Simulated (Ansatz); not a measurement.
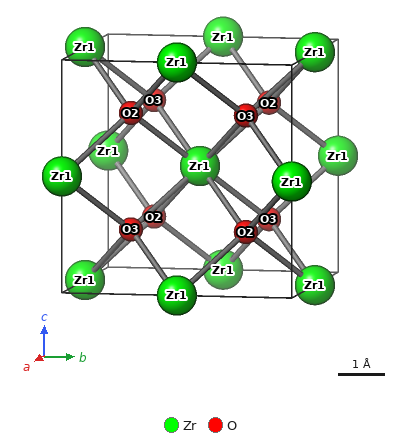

The structure (ball-and-stick view of the cell 4 times as large as that of the calculation, set on its symmetry axes, seen slightly off an axis; atoms are numbered from 1 in the order of the input). An atom can appear more than once, as a periodic image. Near neighbours in the periodic cell (some may lie outside the picture): Zr has 8 O at 2.22 Å; O has 4 Zr at 2.22 Å.

Band-structure calculation, with input and output: ZrO2

The run: band-structure calculation of ZrO2 (Fm-3m, 3 atoms in the cell). Method and program: DFT HSE06, scalar-relativistic, plane waves, PAW, no spin polarisation (Ansatz 0.2.0).

The structure was made by a generator, so it may or may not be a known phase. Figures and captions count atoms from 1; the log counts them from 0 in places.

The input
```yaml
crystal:
  lattice:
    - [0.0, 2.558001515, 2.558001515]
    - [2.558001515, 0.0, 2.558001515]
    - [2.558001515, 2.558001515, 0.0]
  atoms:
    - { symbol: Zr, position: [0.5, 0.5, 0.5] }
    - { symbol: O, position: [0.25, 0.25, 0.25] }
    - { symbol: O, position: [0.75, 0.75, 0.75] }
basis:
  ecutwfc: 420
kpoints:
  mp_grid: { grid: [6, 6, 6] }
  band_path:
    path:
      - [[0.0, 0.0, 0.0], [0.5, 0.0, 0.5], [0.625, 0.25, 0.625]]
      - [[0.375, 0.375, 0.75], [0.0, 0.0, 0.0], [0.5, 0.5, 0.5], [0.5, 0.25, 0.75], [0.5, 0.0, 0.5]]
    npoints: 4
hamiltonian:
  xc: hse06
scf:
  occupations: { method: gaussian, width: 0.02 }
output:
  forces: true
  stress: true
  eigenvalues: true
  populations: true
  dos: { projected: true, de: 0.02 }
  bader: false
  write_density: true
  write_potential: true
  elf: true
  volumetric_format: npy
```

Machine: 1 thread of Intel Xeon @ 2.70GHz, 189 GiB of memory available, shared host.

Command:
```bash
ansatz run input.yaml --threads 1 --pin off --max-ram 2560MiB --backend cpu --events-out ev --progress --plain --runs-dir out
```

What the program printed
```
Warning: output.stress: scf.convergence.dr2_threshold = 1e-7 eV (the SCF's general default) is looser than the 3e-10 eV advised for a printed stress (1e-10 eV for each atom of the cell: 3). What an SCF threshold leaves in a stress goes as its square root, and in the free energy as the threshold itself, and one threshold admits the most on a small cell: of the crystals measured, under no hybrid functional and no lock of the moments, on runs that ended without the residual-converged pass, on stresses that held no estimate of that error, the worst erred by over 100 MPa in a component at 1e-7 eV an atom and by under 5 at 1e-10. Set scf.convergence.dr2_threshold to 3e-10 eV or tighter. The threshold is an SCF's pass mark: one that does not reach it within its budget of iterations ends unconverged, or closes short of it on a stop that the run arms, and scf.convergence.dr2_threshold's page says what that costs each kind of run
Warning: output.stress: scf.exx.energy_threshold = 1e-6 eV is looser than the 3e-8 eV advised for a stress under a hybrid functional (1e-8 eV for each atom of the cell: 3). Every SCF of the exchange loop can meet its threshold on dr2 while the loop round them stops early: no threshold on dr2 bounds what that leaves in the stress. Set scf.exx.energy_threshold to 3e-8 eV or tighter. The threshold is the loop's pass mark: a loop that does not reach it within its budget of cycles ends unconverged, and scf.exx.energy_threshold's page has the law
Engine: ansatz 0.2.0, x86_64-unknown-linux-gnu
Pseudopotentials: kind: paw
Pseudopotential: Zr, paw, valence charge 12, recommended cutoff 420 eV (normal), Zr.paw.azcp
Pseudopotential: O, paw, valence charge 6, recommended cutoff 420 eV (normal), O.paw.azcp
Functional definition: HSE06
  parameter a = 0.25
  parameter omega = 0.11/bohr
  exchange = pbe_x - a*pbe_x_sr(omega) + a*exact_x_sr(omega)
  correlation = pbe_c
Crystal: 3 atoms, lattice volume = 33.476 Å³
Basis set: ecut = 420 eV, 645 PW (Γ), exchange–correlation on 50×50×50 points (8 copies of the dense FFT grid, shifted against one another)
Bands: 16, of which v1, the nominal top of the filled ones, is band 12 counted from 1 (11 counted from 0)
Symmetry: 48 space group operations
Space group: Fm-3m (ITA 225), of the structure as read, at distance tolerance 3.2e-5 Å
k-points: 16 of 216
Non-local potential: Zr, projectors of the file, l = 0: 3, l = 1: 2, l = 2: 2, l = 3: 2
Non-local potential: O, projectors of the file, l = 0: 2, l = 1: 2, l = 2: 1
PAW form: soft (Blöchl's): semilocal exchange-correlation on the pseudo side does not see the compensation charge
PAW frozen core: Zr, regenerated for the run's functional, and the local potential with it (the file was generated under x = pbe(κ = 0.804, μ = 0.2195149727645171), c = pbe(β = 0.06672455060314922))
PAW frozen core: O, regenerated for the run's functional, and the local potential with it (the file was generated under x = pbe(κ = 0.804, μ = 0.2195149727645171), c = pbe(β = 0.06672455060314922))
PAW one-centre angular grid: Zr, 590 points (default); XC on 64 Gauss nodes
PAW one-centre angular grid: O, 110 points (default); XC on 96 Gauss nodes
Initial density: superposition of atomic densities (neutral atoms: chi_scale 0, normalization atom), corrected by the library's trained network
Initial wavefunctions: pseudopotential atomic-orbital guess
Functional: x = pbe(κ = 0.804, μ = 0.2195149727645171), c = pbe(β = 0.06672455060314922), warm-up for x = pbe(κ = 0.804, μ = 0.2195149727645171) + 0.25 (exact − pbe) at short range (hse, ω = 0.20786987370883472 Å⁻¹), c = pbe(β = 0.06672455060314922); HSE06 as pw.x's `hse` composes it (authors' and Libxc's form: `xc: wpbeh`)
SCF iter   1: F=—  HF=-5323.821767 eV  |F-HF|=—  |Δ(HF+E_count)|=         —  Δρ=2.84e-3  dr2=2.15e-3  ethr=1.77e-3  ⟨swp⟩=5.3  Hψ=1091  notcnv=0
preconditioner: auto → none  [insulator: Δε(μ)=3.362 eV  Ē_g=17.160 eV  σ=0.020 eV  W_gap=1.00  n_scr=14 (ndim 8)  ℏωp=30.1 eV  f_vac=0.026  D(μ)=0.00/eV (n_scr^D=0)]
SCF iter   2: F=—  HF=-5323.821930 eV  |F-HF|=—  |Δ(HF+E_count)|=   1.63e-4  Δρ=2.00e-3  dr2=1.13e-3  ethr=8.98e-6  ⟨swp⟩=4.2  Hψ=824  notcnv=0  defer=3
iter 3 solved again at ethr=1.29e-7 eV; its pass at ethr=4.72e-6 eV (dr2=3.10e-5 eV) is discarded
SCF iter   3: F=-5323.821707 eV  HF=-5323.821684 eV  |F-HF|=2.29e-5  |Δ(HF+E_count)|=   2.46e-4  Δρ=6.12e-4  dr2=3.29e-5  ethr=1.29e-7  ⟨swp⟩=2.7  Hψ=1065  notcnv=0
SCF 1 stopped early in 3 iterations: F = -5323.821707 eV  dr2 = 3.29e-5
  greatest PAW one-centre occupation: 0.995 electrons in one spin orbital (limit 2), on the Zr atom at site 0 (counted from 0), in its partial waves of l = 0
Initial density: handed on by an earlier stage of this run
Initial wavefunctions: those handed on with the density
Functional: x = pbe(κ = 0.804, μ = 0.2195149727645171) + 0.25 (exact − pbe) at short range (hse, ω = 0.20786987370883472 Å⁻¹), c = pbe(β = 0.06672455060314922); HSE06 as pw.x's `hse` composes it (authors' and Libxc's form: `xc: wpbeh`)
Exchange kernel: α = 0.2500, screened, ω = 0.2079 Å⁻¹, Wigner–Seitz truncation, v(0) = 1045.7885 eV·Å³, q-mesh 6×6×6, nearest image of the exchange supercell L = 21.71 Å, pair-density grid 15×15×15, without the augmentation charges, whose exchange is taken in its separable form by FFT convolution over the k-point mesh (sized by the pseudopotential files, 20×20×20 at the most), smooth part of the exact exchange by density-matrix convolution
Frozen-core exchange: fock
SCF iter   1: F=—  HF=-5326.019623 eV  |F-HF|=—  |Δ(HF+E_count)|=         —  Δρ=1.47e-2  dr2=1.17e-1  ethr=1.37e-6  ⟨swp⟩=6.0  Hψ=1238  notcnv=0
preconditioner: auto → none  [insulator: Δε(μ)=5.288 eV  Ē_g=19.782 eV  σ=0.020 eV  W_gap=1.00  n_scr=14 (ndim 8)  ℏωp=30.1 eV  f_vac=0.026  D(μ)=0.00/eV (n_scr^D=0)]
SCF iter   2: F=—  HF=-5325.987483 eV  |F-HF|=—  |Δ(HF+E_count)|=   3.21e-2  Δρ=1.16e-2  dr2=2.41e-2  ethr=1.37e-6  ⟨swp⟩=5.6  Hψ=1122  notcnv=0
SCF iter   3: F=—  HF=-5325.992942 eV  |F-HF|=—  |Δ(HF+E_count)|=   5.46e-3  Δρ=4.03e-3  dr2=3.42e-3  ethr=1.37e-6  ⟨swp⟩=5.0  Hψ=871  notcnv=0
SCF iter   4: F=—  HF=-5325.991672 eV  |F-HF|=—  |Δ(HF+E_count)|=   1.27e-3  Δρ=1.72e-3  dr2=6.89e-4  ethr=1.37e-6  ⟨swp⟩=4.0  Hψ=746  notcnv=0
SCF iter   5: F=—  HF=-5325.991487 eV  |F-HF|=—  |Δ(HF+E_count)|=   1.85e-4  Δρ=2.23e-4  dr2=2.26e-4  ethr=1.37e-6  ⟨swp⟩=3.2  Hψ=477  notcnv=0
SCF iter   6: F=—  HF=-5325.993307 eV  |F-HF|=—  |Δ(HF+E_count)|=   1.82e-3  Δρ=1.60e-3  dr2=7.69e-4  ethr=2.95e-8  ⟨swp⟩=5.2  Hψ=924  notcnv=0
SCF iter   7: F=-5325.993078 eV  HF=-5325.993076 eV  |F-HF|=1.39e-6  |Δ(HF+E_count)|=   2.31e-4  Δρ=3.82e-5  dr2=5.81e-6  ethr=2.95e-8  ⟨swp⟩=5.0  Hψ=881  notcnv=0
SCF 2 stopped early in 7 iterations: F = -5325.993078 eV  dr2 = 5.81e-6
  greatest PAW one-centre occupation: 0.993 electrons in one spin orbital (limit 2), on the Zr atom at site 0 (counted from 0), in its partial waves of l = 0
hybrid outer 1: dexx = +1.535e-2 eV, tail = 2.27e-5 eV
Exchange kernel: α = 0.2500, screened, ω = 0.2079 Å⁻¹, Wigner–Seitz truncation, v(0) = 1045.7885 eV·Å³, q-mesh 6×6×6, nearest image of the exchange supercell L = 21.71 Å, pair-density grid 15×15×15, without the augmentation charges, whose exchange is taken in its separable form by FFT convolution over the k-point mesh (sized by the pseudopotential files, 20×20×20 at the most), smooth part of the exact exchange by density-matrix convolution
Frozen-core exchange: fock
SCF iter   1: F=—  HF=-5325.993023 eV  |F-HF|=—  |Δ(HF+E_count)|=         —  Δρ=1.59e-4  dr2=8.10e-6  ethr=4.74e-7  ⟨swp⟩=3.4  Hψ=612  notcnv=0
preconditioner: auto → none  [insulator: Δε(μ)=4.932 eV  Ē_g=19.631 eV  σ=0.020 eV  W_gap=1.00  n_scr=14 (ndim 8)  ℏωp=30.1 eV  f_vac=0.028  D(μ)=0.00/eV (n_scr^D=0)]
SCF iter   2: F=—  HF=-5325.993021 eV  |F-HF|=—  |Δ(HF+E_count)|=   2.31e-6  Δρ=2.17e-5  dr2=1.66e-7  ethr=3.29e-8  ⟨swp⟩=3.2  Hψ=542  notcnv=0
SCF iter   3: F=—  HF=-5325.993022 eV  |F-HF|=—  |Δ(HF+E_count)|=   8.86e-7  Δρ=1.96e-5  dr2=1.30e-7  ethr=2.62e-10  ⟨swp⟩=4.6  Hψ=758  notcnv=0
SCF iter   4: F=-5325.993022 eV  HF=-5325.993022 eV  |F-HF|=1.13e-9  |Δ(HF+E_count)|=   3.72e-8  Δρ=2.53e-6  dr2=2.47e-9  ethr=2.62e-10  ⟨swp⟩=4.0  Hψ=599  notcnv=0
SCF 3 converged in 4 iterations: F = -5325.993022 eV  dr2 = 2.47e-9
  Residual-converged pass: ⟨swp⟩=3.0  Hψ=558  notcnv=0  max |occ|·‖R‖ = 2.3e-6 eV (tolerance 2.4e-6 eV)  dr2=2.55e-9  dr2_onsite=1.53e-10  max |Δocc| = 0.0e0
```

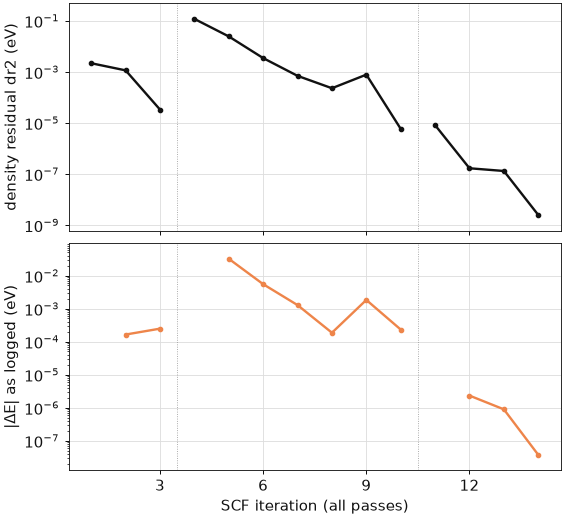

Convergence of the self-consistent field: density residual dr2 and size of the energy change against the SCF iteration. The run starts with a semilocal functional; after that each stretch between dotted lines is one SCF of the hybrid functional between two exact rebuilds of the exchange operator by the outer loop. Early passes are stopped at a loose threshold. The passes take 3, 7 and 4 iterations.

```
hybrid outer 2: dexx = +1.004e-6 eV, tail = 9.66e-9 eV, Δε = 1.29e-3 eV (about 2.71e-5 eV left of the loop's levels)
NSCF: frozen V_eff on 26 k-points
hybrid SCF converged: 2 outer / 11 inner (+3 warm-up), last move |dexx| = 1.00e-6 eV, tail = 9.66e-9 eV
Stability not checked: this state was not tested for a lower state beside it, because the functional holds exact exchange (a hybrid, or Hartree-Fock), whose exchange loop this test does not read (fock_operator; see scf.lower_state_search)
Free energy (F): -5325.993022 eV
Frozen-core exchange: fock
Harris-Foulkes:  -5325.993022 eV  (|F-HF|=1.13e-9)
Internal energy: -5325.993022 eV  (E = F + TS)
E sigma→0 (E₀):  -5325.993022 eV
Fermi energy:    13.375200 eV
--- Per-component energies (eV) ---
  E_band       = -114.112908
  E_kinetic    = 687.600686
  E_local      = -1147.731312  (includes V_loc(G=0)·N_el)
  E_nonlocal   = 167.301592
  E_hartree    = 378.807531
  E_xc         = -249.976334
  E_vxc        = -304.275427  (∫ρ·V_xc dr)
  E_exx        = -70.805393  (= α·E_x^exact, valence–valence)
  E_paw        = -3261.592995  (= ΣΔE_a)
  E_vpaw       = -133.018317  (= ΣTr[D̂ρ^β])
  E_aug_tail   = 0.004944  (compensation charges beyond the density's cutoff)
  E_ewald      = -1829.154323
  E_core_change = -0.447419  (= ΣΔE_core)
  E_smearing   = -0.000000  (= −TS)
  E_closure    = 0.000001  (closes the sum)
  Σ components = -5325.993022   (vs F -5325.993022, Δ=0.00e0)
--- Forces (eV/Å), atoms counted from 1 ---
  atom   1  Zr     0.00000000    -0.00000000     0.00000000
  atom   2  O      0.00000000     0.00000000    -0.00000000
  atom   3  O      0.00000000     0.00000000     0.00000000
  max |Σ_I F_I| component: 2.31e-18 eV/Å
--- Stress (GPa, compression-positive) ---
       -6.769155       0.000000      -0.000000
       -0.000000      -6.769155      -0.000000
       -0.000000      -0.000000      -6.769155
  P = ⅓ Tr σ = -6.7692 GPa (-67.692 kbar)
--- Band table (eV; the first three rows and the last of 16) ---
  k-point 0: bands = ["-40.1063", "-16.4993", "-16.4993", "-16.4993", "-8.9176", "-6.2624", "5.3507", "5.3507", "5.3507", "10.3269", "10.3269", "10.3269", "15.8392", "15.8392", "18.9016", "22.0306"]
  k-point 1: bands = ["-40.0943", "-16.7111", "-16.5193", "-16.5193", "-8.5257", "-6.5198", "5.6266", "5.6266", "6.0988", "9.6910", "9.8956", "9.8956", "16.2704", "16.2704", "19.5419", "21.2722"]
  k-point 2: bands = ["-40.0701", "-17.0905", "-16.5591", "-16.5591", "-7.9598", "-6.7441", "6.1938", "6.1938", "7.5365", "8.6601", "9.2920", "9.2920", "16.6102", "16.6102", "18.7132", "21.1354"]
  k-point 15: bands = ["-40.0419", "-17.1782", "-16.8642", "-16.6979", "-7.2820", "-6.8590", "5.2410", "6.6432", "7.9032", "8.8221", "9.4353", "10.7538", "16.6750", "17.2641", "18.4547", "19.1378"]
--- Löwdin populations: 3 sites ---
  site symbol       q [e]
     0     Zr     10.3549
     1      O      6.7640
     2      O      6.7640
  spilling = 0.004880 (of n_electrons = 24.000000)
```

File populations.tsv
```
# site	symbol	l	j	q
# orbitals = lowdin
# n_electrons = 24.000000
# spilling = 0.004880
0	Zr	0_4S	-	1.953601
0	Zr	0_5S	-	0.417273
0	Zr	1_4P	-	5.984312
0	Zr	2_4D	-	1.999732
1	O	0_2S	-	1.723744
1	O	1_2P	-	5.040234
2	O	0_2S	-	1.723744
2	O	1_2P	-	5.040234
```

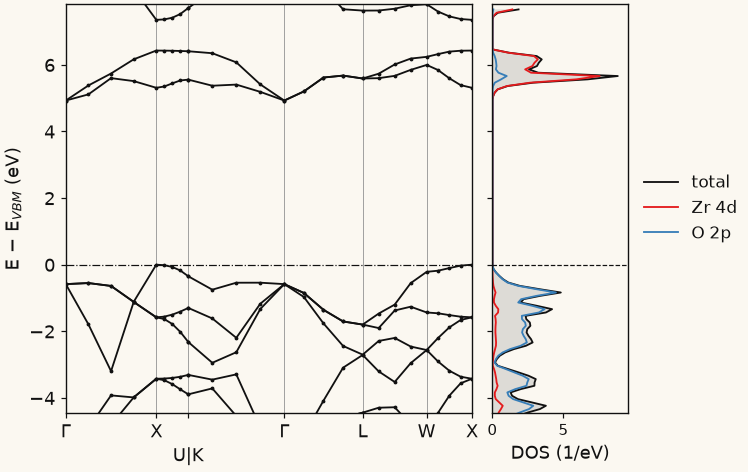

Band structure along Γ–X–U|K–Γ–L–W–X and density of states (projected on Löwdin-orthogonalised atomic shells), with energies from the valence-band top. There is a gap of 4.93 eV on this path, indirect, from X to Γ.

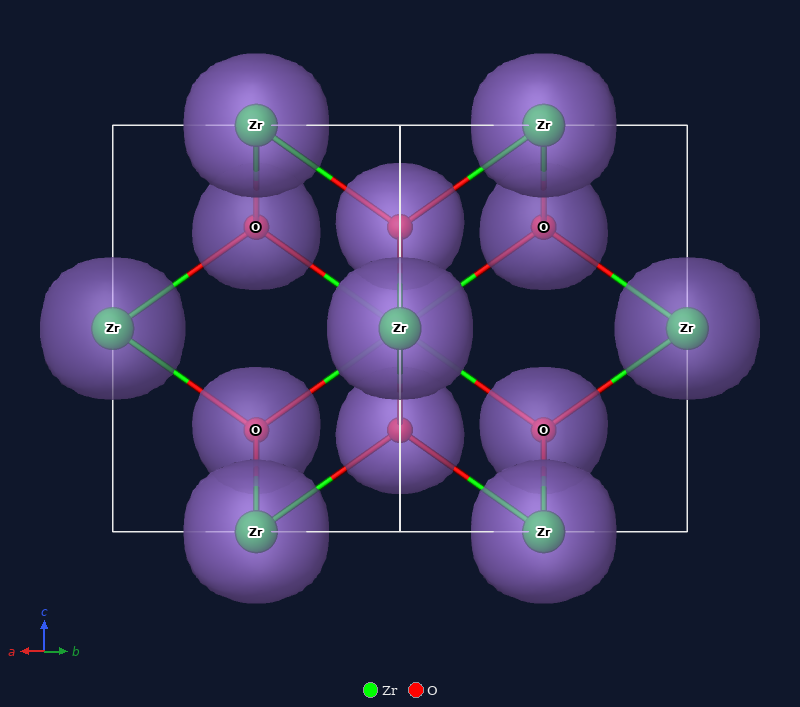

Isosurface of the valence pseudo-density at 0.8 e/Å³ (purple), seen along [110]. Sticks mark near contacts. The outline is the cell set on symmetry axes. At this value the density breaks into separate islands; it holds about 70 % of the electrons treated as valence (semicore included). It is pinched off along the Zr–O (2.22 Å) contacts. On the grid the lowest density along these lines, outside the cores, is 0.51 e/Å³ (Zr–O, 2.22 Å). In a PAW calculation such maps are meaningful between the atoms, not at the nuclei.

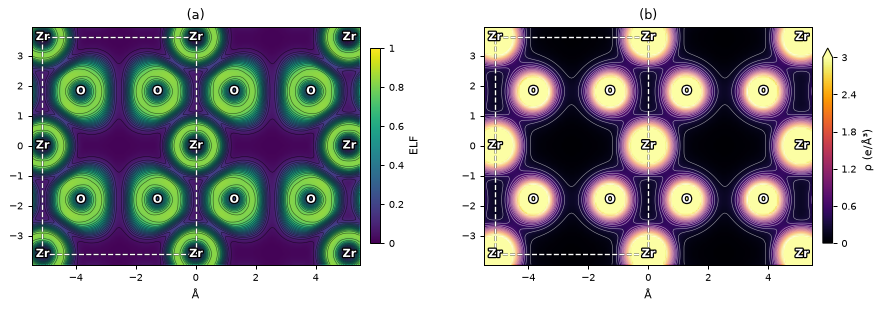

(a) ELF; (b) valence pseudo-density on the (101) plane of the conventional cell. Zr–O (2.22 Å): the density is about 0.51 e/Å³ at the midpoint; the ELF peaks at about 0.85 in the valence shell of O, 0.6 Å from its nucleus, and drops to about 0.20 between the two atoms. Away from the nuclei the density in this plane falls to 0.02 e/Å³ at its lowest. The strong features right at Zr lie inside the PAW spheres (semicore, d or f shells) and say nothing about bonding.

Summary

```json
{"quantity": "outcome", "value": "converged"}
{"quantity": "space group (tolerance 0.01 Å)", "value": "Fm-3m (225)"}
{"quantity": "electrons treated", "value": "24"}
{"quantity": "free energy", "value": "−5325.9930 eV"}
{"quantity": "Fermi energy", "value": "13.375 eV"}
{"quantity": "gap on the k-point mesh", "value": "4.93 eV"}
{"quantity": "gap on the band path", "value": "4.93 eV"}
{"quantity": "pressure", "value": "−6.77 GPa"}
{"quantity": "largest force (length of the vector)", "value": "under 0.001 eV/Å"}
{"quantity": "wall time", "value": "5.3 min"}
{"quantity": "peak memory", "value": "1.2 GiB"}
```

The program warns: the exchange loop's threshold is looser than advised for the stress; the SCF threshold is looser than advised for the printed stress. The cell is under a tension of 6.8 GPa at this level, so it is not at its equilibrium volume.
